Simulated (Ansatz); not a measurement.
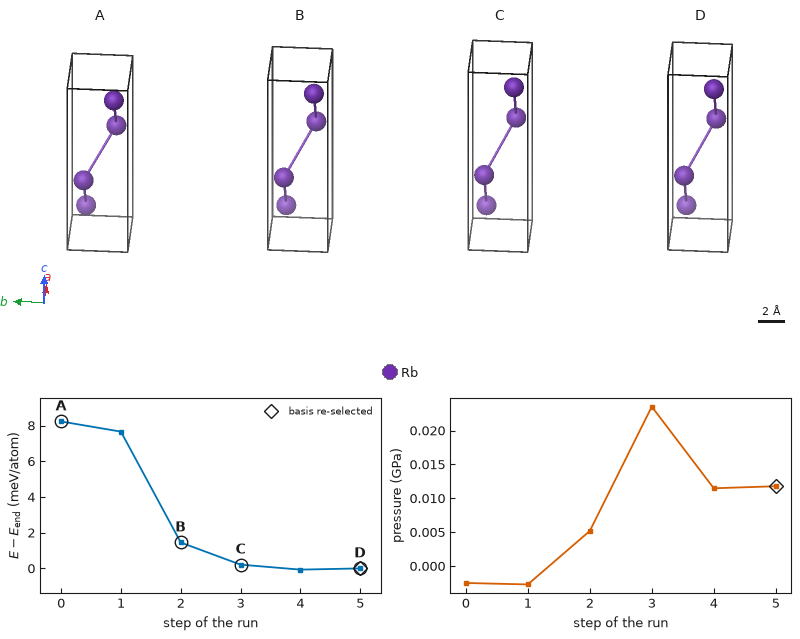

Frames of a relaxation of a crystal of Rb (set up in Pnma), marked on the history of the run. The picture is a ball-and-stick view of the cell of the calculation, seen from a free direction.

The calculation used DFT r2SCAN, scalar-relativistic, plane waves, PAW (Ansatz 0.2.0). Set-up: plane-wave cutoff 500 eV; k-point mesh 8 × 10 × 4; occupations gaussian; smearing width 0.1 eV; no spin polarisation; cell and atoms relaxed; force threshold 0.005 eV/Å; at most 80 steps.

Q: Describe the path.

A: Over 4 accepted moves (5 points after the start) the energy falls by 8.2 meV per atom. Largest force component: 0.0059 eV/Å at the start, 0.00025 eV/Å at the end. Pressure: 0.00 GPa at the start and 0.01 GPa at the end. At 1 point the geometry stayed and the basis and grid were re-selected for the new cell (energy shift of 0.1 meV per atom at most each time). The largest moves relative to the cell, 0.029 Å, are those of Rb atoms. Cell: a 5.405 → 4.982 Å (−7.8 %), b 4.810 → 4.747 Å (−1.3 %), c 14.969 → 16.275 Å (+8.7 %). Volume −1.1 %. Near-neighbour distances that change, for instance: Rb–Rb 5.405 → 4.982 Å, Rb–Rb 5.039 → 5.195 Å, Rb–Rb 4.777 → 4.922 Å, Rb–Rb 5.092 → 5.196 Å. The space group (tolerance 0.01 Å) goes from Pnma (No. 62) to Cmcm (No. 63). The run took 9.4 min on 1 thread of Intel(R) Xeon(R) Platinum 8259CL CPU @ 2.50GHz (Skylake/Cascade Lake), on a shared host, peak memory 1.7 GiB. From step 0 to 2: Rb atoms move most (0.02 Å), volume −0.7 %, energy −6.8 meV per atom. From step 2 to 3: volume −1.0 %, energy −1.2 meV per atom. From step 3 to 5: volume +0.6 %, energy −0.2 meV per atom.

| step | E − E(0), meV/atom | largest force component, eV/Å | pressure, GPa | volume, Å³/atom | note |
| --- | --- | --- | --- | --- | --- |
| 0 | 0.00 | 0.0059 | 0.00 | 97.294 |  |
| 1 | -0.57 | 0.0053 | 0.00 | 97.271 |  |
| 2 | -6.78 | 0.0012 | 0.01 | 96.633 |  |
| 3 | -8.02 | 0.0012 | 0.02 | 95.694 |  |
| 4 | -8.29 | 0.0005 | 0.01 | 96.222 |  |
| 5 | -8.23 | 0.0003 | 0.01 | 96.222 | same geometry, new basis |
